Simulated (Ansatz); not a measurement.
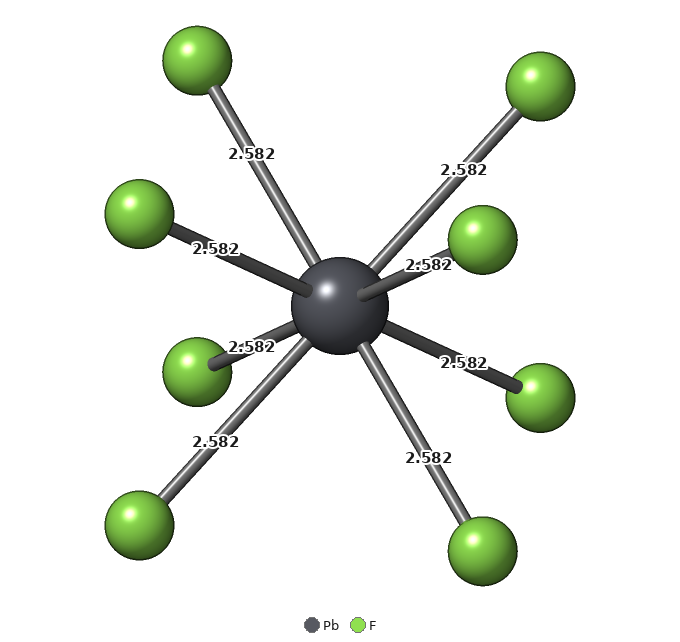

The surroundings of site Pb1 (at 0.000, 0.000, 0.000) in PbF2 in space group Fm-3m, with bond lengths in Å.

The cell is taken from a calculation's input that goes back to an entry of the Crystallography Open Database (an earlier step may have relaxed or displaced it).

```
Pb F
1.0
     5.96232    0.00000    0.00000
     0.00000    5.96232    0.00000
     0.00000    0.00000    5.96232
Pb F
4 8
Direct
  0.00000 0.00000 0.00000
  0.00000 0.50000 0.50000
  0.50000 0.00000 0.50000
  0.50000 0.50000 0.00000
  0.25000 0.75000 0.75000
  0.25000 0.25000 0.75000
  0.25000 0.25000 0.25000
  0.25000 0.75000 0.25000
  0.75000 0.75000 0.25000
  0.75000 0.25000 0.25000
  0.75000 0.25000 0.75000
  0.75000 0.75000 0.75000
```

Bond valence s = exp((R0 − d)/b), R0 fitted to published crystal structures with b = 0.37 Å, summed over all anions within 5 Å; R0 in Å: Pb2+–F 2.042; Pb4+–F 1.965.

Question: Which oxidation state of Pb do these bonds support?

Answer: With the Pb2+ parameters the computed sum is 8 × 0.232 = 1.86. With the Pb4+ parameters the computed sum is 8 × 0.189 = 1.51. The sum matches its own assumption best for Pb2+, which also balances the formula's charge.

Question: And over the whole structure?

Answer:
```csv
site,"x, y, z",formal valence,bond-valence sum,difference
Pb1,"0.000, 0.000, 0.000",+2,1.87,-0.13
F1,"0.250, 0.750, 0.750",−1,0.93,-0.07
```

These sums include all anions within 5 Å. The global instability index (root mean square of the differences over all atoms) is 0.09 v.u.: little strain. The cell was not relaxed for this table, and a volume that is off by a few per cent shifts all sums together.
